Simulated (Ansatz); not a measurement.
**Run report: Al, geometry relaxation**

System: Al (P6₂22, 3 atoms in the cell).
Method: DFT PBE, scalar-relativistic, plane waves, PAW, no spin polarisation (Ansatz 0.2.0).

The structure was made by a generator, so it may or may not be a known phase.

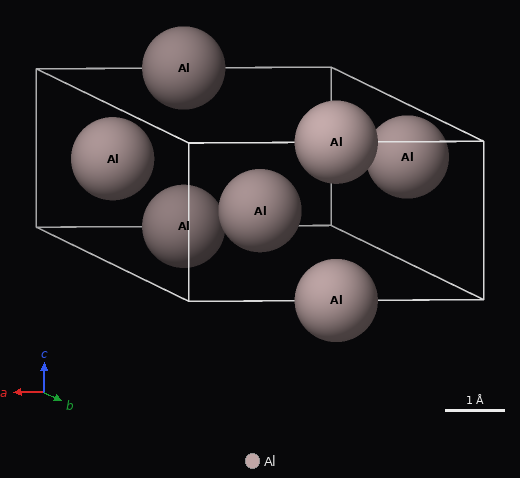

**Figure 1.** The structure as given in the input (spheres-only view of the cell of the calculation, seen at an oblique angle). An atom can appear more than once, as a periodic image.

## Input file
```yaml
crystal:
  lattice:
    - [5.0444662049, 0.0, 0.0]
    - [-2.5222331024, 4.368635882, 0.0]
    - [0.0, 0.0, 2.8352891121]
  atoms:
    - { symbol: Al, position: [0.5, 0.5, 0.3333333333] }
    - { symbol: Al, position: [0.5, 0.0, 0.0] }
    - { symbol: Al, position: [0.0, 0.5, 0.6666666667] }
basis:
  ecutwfc: 420
kpoints:
  mp_grid: { grid: [12, 12, 16] }
hamiltonian:
  xc: pbe
scf:
  occupations: { method: gaussian, width: 0.1 }
output:
  forces: true
  stress: true
  eigenvalues: true
relax:
  adjacent_minimum: "off"
  f_tol: 0.01
  max_steps: 80
  cell: { stress_tol: 0.05 }
```

Hardware: 1 thread of Arm Neoverse V2, 128 GiB of memory available, shared host.

Launched with:
```bash
ansatz run input.yaml --threads 1 --pin off --max-ram 2560MiB --backend cpu --events-out ev --progress --plain --runs-dir out
```

## What the program printed
```
Engine: ansatz 0.2.0, aarch64-unknown-linux-gnu
Pseudopotentials: kind: paw
Pseudopotential: Al, paw, valence charge 3, recommended cutoff 420 eV (normal), Al.paw.azcp
Functional definition: PBE
  parameter kappa = 0.804
  parameter beta = 0.06672455060314922
  exchange = pbe_x(kappa = kappa, mu = beta*pi^2/3)
  correlation = pbe_c(beta = beta)
Crystal: 3 atoms, lattice volume = 62.483 Å³
Basis set: ecut = 420 eV, 1251 PW (Γ), exchange–correlation on 72×72×40 points (8 copies of the dense FFT grid, shifted against one another)
Bands: 9, of which v1, the nominal top of the filled ones, is band 5 counted from 1 (4 counted from 0)
Symmetry: 12 space group operations
Space group: P6222 (ITA 180), of the structure as read, at distance tolerance 4.0e-5 Å
k-points: 171 of 2304 (time reversal used)
Non-local potential: Al, projectors of the file, l = 0: 2, l = 1: 2, l = 2: 1
PAW form: soft (Blöchl's): semilocal exchange-correlation on the pseudo side does not see the compensation charge
PAW one-centre angular grid: Al, 110 points (default); XC on 64 Gauss nodes
Initial density: superposition of atomic densities (neutral atoms: chi_scale 0, normalization atom), corrected by the library's trained network
Initial wavefunctions: pseudopotential atomic-orbital guess
Functional: x = pbe(κ = 0.804, μ = 0.2195149727645171), c = pbe(β = 0.06672455060314922)
SCF iter   1: F=—  HF=-1611.579444 eV  |F-HF|=—  |Δ(HF+E_count)|=         —  Δρ=1.73e-3  dr2=1.83e-3  ethr=1.77e-3  ⟨swp⟩=5.9  Hψ=12547  notcnv=0
preconditioner: auto → none  [metal: Δε(μ)=0.013 eV  Ē_g=7.134 eV  σ=0.100 eV  W_gap=0.07  n_scr=6 (ndim 8)  ℏωp=14.1 eV  f_vac=0.000  D(μ)=1.73/eV (n_scr^D=8)  sad-step TF]
SCF iter   2: F=—  HF=-1611.579911 eV  |F-HF|=—  |Δ(HF+E_count)|=   4.68e-4  Δρ=1.13e-3  dr2=8.20e-4  ethr=2.04e-5  ⟨swp⟩=1.7  Hψ=3131  notcnv=0
SCF iter   3: F=—  HF=-1611.580291 eV  |F-HF|=—  |Δ(HF+E_count)|=   3.80e-4  Δρ=1.55e-4  dr2=3.54e-5  ethr=9.11e-6  ⟨swp⟩=2.5  Hψ=2169  notcnv=0
SCF iter   4: F=—  HF=-1611.580305 eV  |F-HF|=—  |Δ(HF+E_count)|=   1.35e-5  Δρ=3.25e-5  dr2=8.39e-7  ethr=3.93e-7  ⟨swp⟩=2.4  Hψ=2229  notcnv=0
iter 5 did not close the SCF: its close was put off for the readings that it lacked (scf_convergence_deferred on its scf_iter line)
SCF iter   5: F=-1611.580305 eV  HF=-1611.580305 eV  |F-HF|=5.13e-8  |Δ(HF+E_count)|=   6.56e-7  Δρ=6.21e-6  dr2=2.63e-8  ethr=9.32e-9  ⟨swp⟩=2.1  Hψ=2244  notcnv=0
SCF iter   6: F=-1611.580305 eV  HF=-1611.580305 eV  |F-HF|=1.33e-9  |Δ(HF+E_count)|=   6.16e-8  Δρ=2.07e-6  dr2=4.82e-9  ethr=2.92e-10  ⟨swp⟩=3.4  Hψ=6586  notcnv=0
SCF 1 converged in 6 iterations: F = -1611.580305 eV  dr2 = 4.82e-9
  greatest PAW one-centre occupation: 0.472 electrons in one spin orbital (limit 2), on the Al atom at site 2 (counted from 0), in its partial waves of l = 0
relax step   1: F+E_penalty+E_count = -1611.58030545 eV  Δ(F+E_penalty+E_count) = +0.000e0 eV  max|allowed force component| = 1.619e-17 eV/Å  Δτ_max = 0.0000 Å  P = -0.168 GPa  Ω = 62.483 Å³  (6 SCF iters, dr2 threshold 1.00e-7 eV, accepted)
Crystal: 3 atoms, lattice volume = 62.193 Å³
Initial density: handed on by an earlier stage of this run
Initial wavefunctions: those handed on with the density
iter 1 solved again at ethr=8.20e-6 eV; its pass at ethr=3.10e-3 eV (dr2=7.38e-4 eV) is discarded
SCF iter   1: F=—  HF=-1611.586529 eV  |F-HF|=—  |Δ(HF+E_count)|=         —  Δρ=1.02e-3  dr2=8.18e-4  ethr=8.20e-6  ⟨swp⟩=2.4  Hψ=13207  notcnv=0
preconditioner: auto → none  [metal: Δε(μ)=0.047 eV  Ē_g=7.165 eV  σ=0.100 eV  W_gap=0.25  n_scr=6 (ndim 8)  ℏωp=14.1 eV  f_vac=0.000  D(μ)=1.75/eV (n_scr^D=8)]
SCF iter   2: F=—  HF=-1611.586318 eV  |F-HF|=—  |Δ(HF+E_count)|=   2.11e-4  Δρ=4.15e-4  dr2=1.27e-4  ethr=8.20e-6  ⟨swp⟩=1.0  Hψ=1539  notcnv=0
SCF iter   3: F=—  HF=-1611.586299 eV  |F-HF|=—  |Δ(HF+E_count)|=   1.88e-5  Δρ=2.22e-5  dr2=5.14e-7  ethr=1.41e-6  ⟨swp⟩=1.7  Hψ=1973  notcnv=0
SCF iter   4: F=-1611.586299 eV  HF=-1611.586299 eV  |F-HF|=8.73e-9  |Δ(HF+E_count)|=   7.07e-9  Δρ=8.76e-6  dr2=3.26e-8  ethr=3.33e-9  ⟨swp⟩=5.4  Hψ=8559  notcnv=0
SCF 2 converged in 4 iterations: F = -1611.586299 eV  dr2 = 3.26e-8
  greatest PAW one-centre occupation: 0.472 electrons in one spin orbital (limit 2), on the Al atom at site 1 (counted from 0), in its partial waves of l = 0
relax step   2: F+E_penalty+E_count = -1611.58629911 eV  Δ(F+E_penalty+E_count) = -5.994e-3 eV  max|allowed force component| = 2.164e-17 eV/Å  Δτ_max = 0.0000 Å  P = +0.126 GPa  Ω = 62.193 Å³  energy of the carried Pulay correction = +8.980e-5 eV  (4 SCF iters, dr2 threshold 3.00e-7 eV, accepted)
Crystal: 3 atoms, lattice volume = 62.433 Å³
iter 1 solved again at ethr=6.70e-7 eV; its pass at ethr=3.10e-3 eV (dr2=6.03e-5 eV) is discarded
SCF iter   1: F=—  HF=-1611.586542 eV  |F-HF|=—  |Δ(HF+E_count)|=         —  Δρ=2.89e-4  dr2=6.81e-5  ethr=6.70e-7  ⟨swp⟩=2.6  Hψ=12713  notcnv=0
preconditioner: auto → none  [metal: Δε(μ)=0.004 eV  Ē_g=7.149 eV  σ=0.100 eV  W_gap=0.02  n_scr=6 (ndim 8)  ℏωp=14.1 eV  f_vac=0.000  D(μ)=1.77/eV (n_scr^D=8)]
SCF iter   2: F=—  HF=-1611.586534 eV  |F-HF|=—  |Δ(HF+E_count)|=   8.08e-6  Δρ=1.15e-4  dr2=9.38e-6  ethr=6.70e-7  ⟨swp⟩=1.4  Hψ=1781  notcnv=0
SCF iter   3: F=-1611.586531 eV  HF=-1611.586531 eV  |F-HF|=2.33e-8  |Δ(HF+E_count)|=   2.75e-6  Δρ=1.08e-5  dr2=9.55e-8  ethr=1.80e-9  ⟨swp⟩=4.1  Hψ=7790  notcnv=0
SCF 3 converged in 3 iterations: F = -1611.586531 eV  dr2 = 9.55e-8
  greatest PAW one-centre occupation: 0.471 electrons in one spin orbital (limit 2), on the Al atom at site 2 (counted from 0), in its partial waves of l = 0
relax step   3: F+E_penalty+E_count = -1611.58653113 eV  Δ(F+E_penalty+E_count) = -2.320e-4 eV  max|allowed force component| = 1.537e-17 eV/Å  Δτ_max = 0.0000 Å  P = -0.072 GPa  Ω = 62.433 Å³  energy of the carried Pulay correction = +2.618e-5 eV  (3 SCF iters, dr2 threshold 1.62e-7 eV, accepted)
Crystal: 3 atoms, lattice volume = 62.343 Å³
iter 1 solved again at ethr=2.29e-8 eV; its pass at ethr=3.10e-3 eV (dr2=2.06e-6 eV) is discarded
SCF iter   1: F=—  HF=-1611.586564 eV  |F-HF|=—  |Δ(HF+E_count)|=         —  Δρ=4.31e-5  dr2=2.27e-6  ethr=2.29e-8  ⟨swp⟩=2.1  Hψ=12700  notcnv=0
preconditioner: auto → none  [metal: Δε(μ)=0.006 eV  Ē_g=7.155 eV  σ=0.100 eV  W_gap=0.03  n_scr=6 (ndim 8)  ℏωp=14.1 eV  f_vac=0.000  D(μ)=1.77/eV (n_scr^D=8)]
SCF iter   2: F=—  HF=-1611.586575 eV  |F-HF|=—  |Δ(HF+E_count)|=   1.14e-5  Δρ=1.59e-5  dr2=1.87e-7  ethr=2.29e-8  ⟨swp⟩=2.2  Hψ=2279  notcnv=0
SCF iter   3: F=-1611.586575 eV  HF=-1611.586575 eV  |F-HF|=8.24e-9  |Δ(HF+E_count)|=   1.23e-7  Δρ=3.70e-6  dr2=9.10e-9  ethr=1.93e-10  ⟨swp⟩=4.2  Hψ=4889  notcnv=0
SCF 4 converged in 3 iterations: F = -1611.586575 eV  dr2 = 9.10e-9
relax step   4: F+E_penalty+E_count = -1611.58657498 eV  Δ(F+E_penalty+E_count) = -4.385e-5 eV  max|allowed force component| = 1.137e-17 eV/Å  Δτ_max = 0.0000 Å  P = +0.007 GPa  Ω = 62.343 Å³  energy of the carried Pulay correction = +5.124e-5 eV  (3 SCF iters, dr2 threshold 1.74e-8 eV, accepted)
Initial wavefunctions: pseudopotential atomic-orbital guess (no wavefunctions were taken with the density)
iter 1 solved again at ethr=1.68e-7 eV; its pass at ethr=3.10e-3 eV (dr2=1.51e-5 eV) is discarded
SCF iter   1: F=—  HF=-1611.586556 eV  |F-HF|=—  |Δ(HF+E_count)|=         —  Δρ=1.55e-5  dr2=1.85e-8  ethr=1.68e-7  ⟨swp⟩=3.1  Hψ=17287  notcnv=0
SCF iter   2: F=—  HF=-1611.586568 eV  |F-HF|=—  |Δ(HF+E_count)|=   1.24e-5  Δρ=8.00e-6  dr2=5.86e-9  ethr=2.06e-10  ⟨swp⟩=2.1  Hψ=2371  notcnv=0
SCF iter   3: F=—  HF=-1611.586568 eV  |F-HF|=—  |Δ(HF+E_count)|=   6.63e-8  Δρ=5.88e-7  dr2=3.77e-10  ethr=6.51e-11  ⟨swp⟩=2.0  Hψ=2325  notcnv=0
SCF iter   4: F=-1611.586568 eV  HF=-1611.586568 eV  |F-HF|=1.36e-12  |Δ(HF+E_count)|=  9.14e-11  Δρ=1.95e-7  dr2=2.40e-11  ethr=1.00e-12  ⟨swp⟩=4.4  Hψ=7785  notcnv=0
SCF 5 converged in 4 iterations: F = -1611.586568 eV  dr2 = 2.40e-11
  greatest PAW one-centre occupation: 0.471 electrons in one spin orbital (limit 2), on the Al atom at site 1 (counted from 0), in its partial waves of l = 0
relax step   5: F+E_penalty+E_count = -1611.58656827 eV  Δ(F+E_penalty+E_count) = +6.711e-6 eV  max|allowed force component| = 1.291e-17 eV/Å  Δτ_max = 0.0000 Å  P = +0.007 GPa  Ω = 62.343 Å³  stress off target by 1.02e-2 GPa  SCF on the basis re-selected at this cell (its energy is not comparable with the rows above)  (4 SCF iters)
```

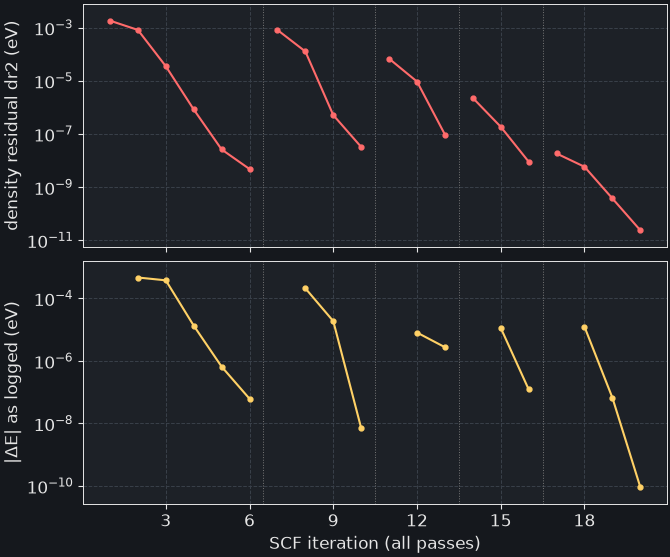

**Figure 2.** Convergence of the self-consistent field: density residual dr2 and size of the energy change against the SCF iteration. The dotted lines part the SCF passes of the relaxation: geometry steps, rejected trials and re-solves on a re-selected basis. The 5 passes take 3 to 6 iterations each, 20 in all.

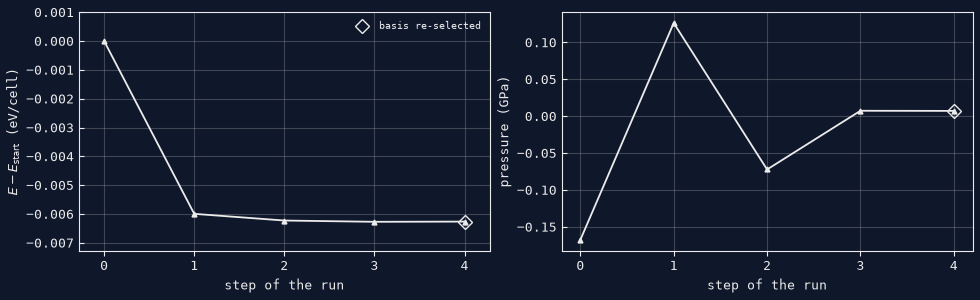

**Figure 3.** Progress of the relaxation, step by step (the first geometry is step 0 here and step 1 in the log).

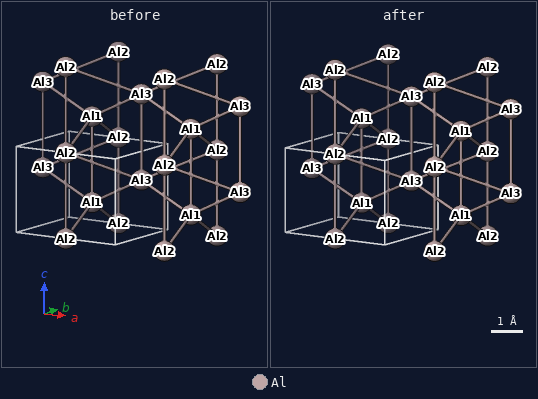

**Figure 4.** Before (left) and after (right) the relaxation, at one scale (ball-and-stick view of the cell of the calculation, repeated 2 × 1 × 2, seen slightly off an axis). The atoms keep their places relative to the cell (all moves are under 0.005 Å). The volume changes by −0.2 %, with a = b 5.044 → 5.082 Å (+0.8 %), c 2.835 → 2.787 Å (−1.7 %). Among the contacts that change: Al1–Al1 2.835 → 2.787 Å, Al1–Al2 2.693 → 2.706 Å. The space group stays P6_222 (No. 180). After 3 geometry steps the energy has fallen by 6.3 meV per cell of the calculation. All forces vanish by symmetry, so only the cell relaxes. Pressure: −0.17 GPa at the start and 0.01 GPa at the end. A last SCF at the same geometry on a re-selected plane-wave basis shifts the energy by +0.0 meV per cell of the calculation. (Atoms are counted from 1 in the order of the input.)

```
basis re-selected at this cell: Δ(F+E_penalty+E_count) = +6.711e-6 eV, ΔP = -0.000 GPa vs the last step (what re-selecting the basis moved, of the pressure what is left beyond the Pulay correction that the steps carried, after the strain that the cell walked since its last selection, with what the two solves' SCF thresholds leave and, on support functions, any second-order correction that the steps lacked; it is no measure of the basis error at this ecutwfc). This SCF's stress stands 1.02e-2 GPa from its target on what of the cell is left free (relax.cell.stress_tol is 5.00e-2 GPa) and its largest allowed force component is 1.29e-17 eV/Å (relax.f_tol is 1.00e-2 eV/Å): within both
SCF converged after 4 iterations
Free energy (F): -1611.586568 eV
Harris-Foulkes:  -1611.586568 eV  (|F-HF|=1.36e-12)
Internal energy: -1611.577705 eV  (E = F + TS)
E sigma→0 (E₀):  -1611.582136 eV
Entropy (-TS):   -0.008864 eV (-2.955 meV/atom)
Fermi energy:    5.383496 eV
--- Per-component energies (eV) ---
  E_band       = 13.005269
  E_kinetic    = 64.304603
  E_local      = -5.292292  (includes V_loc(G=0)·N_el)
  E_nonlocal   = 32.136590
  E_hartree    = 8.339753
  E_xc         = -116.898926
  E_vxc        = -83.753040  (∫ρ·V_xc dr)
  E_paw        = -1402.075730  (= ΣΔE_a)
  E_vpaw       = -11.070085  (= ΣTr[D̂ρ^β])
  E_aug_tail   = -0.000006  (compensation charges beyond the density's cutoff)
  E_ewald      = -192.091698
  E_smearing   = -0.008864  (= −TS)
  E_closure    = 0.000000  (closes the sum)
  Σ components = -1611.586568   (vs F -1611.586568, Δ=0.00e0)
--- Forces (eV/Å), atoms counted from 1 ---
  atom   1  Al    -0.00000000    -0.00000000    -0.00000000
  atom   2  Al    -0.00000000    -0.00000000     0.00000000
  atom   3  Al     0.00000000     0.00000000    -0.00000000
  max |Σ_I F_I| component: 9.83e-18 eV/Å
--- Stress (GPa, compression-positive) ---
        0.010217      -0.000000      -0.000000
       -0.000000       0.010217       0.000000
       -0.000000       0.000000       0.001168
  P = ⅓ Tr σ = 0.0072 GPa (0.072 kbar)
--- Band table (eV; the first three rows and the last of 171) ---
  k-point 0: bands = ["-4.5200", "1.2725", "2.6276", "2.6276", "3.9259", "3.9259", "7.3326", "13.1289", "13.1289"]
  k-point 1: bands = ["-4.4457", "1.3408", "2.6941", "2.7055", "3.9922", "3.9961", "7.4063", "11.2143", "14.9707"]
  k-point 2: bands = ["-4.2229", "1.5455", "2.9033", "2.9272", "4.1945", "4.2027", "7.6266", "9.3336", "14.6603"]
  k-point 170: bands = ["1.7887", "1.9252", "1.9252", "2.1131", "4.6360", "4.6360", "9.4851", "9.8554", "9.8554"]
--- Relaxed structure (4 steps of the walk, 4 accepted, 1 SCFs on fresh bases) ---
  F+E_penalty+E_count = -1611.58656827 eV   max|allowed force component| = 1.291e-17 eV/Å   (the final SCF, on the basis selected at the relaxed cell)
  cell:  # Å, volume = 62.3427 Å³
    - [5.082338853498638, -2.908422549858562e-11, -1.3057748269387544e-33]
    - [-2.5411694267241316, 4.401434557785041, 4.408560062593303e-34]
    - [0.0, 6.880526971201888e-34, 2.786941681633095]
  atoms:
    - { symbol: Al, position: [0.5, 0.49999999999999994, 0.33333333333333337] }
    - { symbol: Al, position: [0.5, -3.94024874383979e-67, 2.7548216695916872e-33] }
    - { symbol: Al, position: [-2.7755575615628914e-17, 0.49999999999999994, 0.6666666666666667] }
```

## Trajectory as extended XYZ (Å, eV, eV/Å), 5 frames, from step=1 to step=5
```
3
Lattice="5.0445 0.0000 0.0000 -2.5222 4.3686 0.0000 0.0000 0.0000 2.8353" Properties=species:S:1:pos:R:3:forces:R:3 step=1 energy=-1611.58030 pressure_GPa=-0.17
Al    1.2611    2.1843    0.9451    0.0000   0.0000   0.0000
Al    2.5222    0.0000    0.0000    0.0000   0.0000   0.0000
Al   -1.2611    2.1843    1.8902    0.0000   0.0000   0.0000
3
Lattice="5.0691 0.0000 0.0000 -2.5345 4.3900 0.0000 0.0000 0.0000 2.7948" Properties=species:S:1:pos:R:3:forces:R:3 step=2 energy=-1611.58630 pressure_GPa=0.13
Al    1.2673    2.1950    0.9316    0.0000   0.0000   0.0000
Al    2.5345    0.0000    0.0000    0.0000   0.0000   0.0000
Al   -1.2673    2.1950    1.8632    0.0000   0.0000   0.0000
3
Lattice="5.0843 0.0000 0.0000 -2.5422 4.4032 0.0000 0.0000 0.0000 2.7888" Properties=species:S:1:pos:R:3:forces:R:3 step=3 energy=-1611.58653 pressure_GPa=-0.07
Al    1.2711    2.2016    0.9296    0.0000   0.0000   0.0000
Al    2.5422    0.0000    0.0000    0.0000   0.0000   0.0000
Al   -1.2711    2.2016    1.8592    0.0000   0.0000   0.0000
3
Lattice="5.0823 0.0000 0.0000 -2.5412 4.4014 0.0000 0.0000 0.0000 2.7869" Properties=species:S:1:pos:R:3:forces:R:3 step=4 energy=-1611.58658 pressure_GPa=0.01
Al    1.2706    2.2007    0.9290    0.0000   0.0000   0.0000
Al    2.5412    0.0000    0.0000    0.0000   0.0000   0.0000
Al   -1.2706    2.2007    1.8580    0.0000   0.0000   0.0000
3
Lattice="5.0823 0.0000 0.0000 -2.5412 4.4014 0.0000 0.0000 0.0000 2.7869" Properties=species:S:1:pos:R:3:forces:R:3 step=5 energy=-1611.58657 pressure_GPa=0.01
Al    1.2706    2.2007    0.9290    0.0000   0.0000   0.0000
Al    2.5412    0.0000    0.0000    0.0000   0.0000   0.0000
Al   -1.2706    2.2007    1.8580    0.0000   0.0000   0.0000
```

## Results in brief

```json
{"quantity": "outcome", "value": "converged"}
{"quantity": "space group (tolerance 0.01 Å)", "value": "P6₂22 (180)"}
{"quantity": "electrons treated", "value": "9"}
{"quantity": "free energy", "value": "−1611.5866 eV"}
{"quantity": "Fermi energy", "value": "5.383 eV"}
{"quantity": "gap on the k-point mesh", "value": "none (metallic)"}
{"quantity": "pressure", "value": "0.01 GPa"}
{"quantity": "final volume", "value": "62.34 Å³"}
{"quantity": "largest force (length of the vector) at the end", "value": "under 0.001 eV/Å"}
{"quantity": "final cell", "value": "a = 5.082 Å, b = 5.082 Å, c = 2.787 Å, α = 90.00°, β = 90.00°, γ = 120.00°"}
{"quantity": "wall time", "value": "49 s"}
{"quantity": "peak memory", "value": "0.42 GiB"}
```
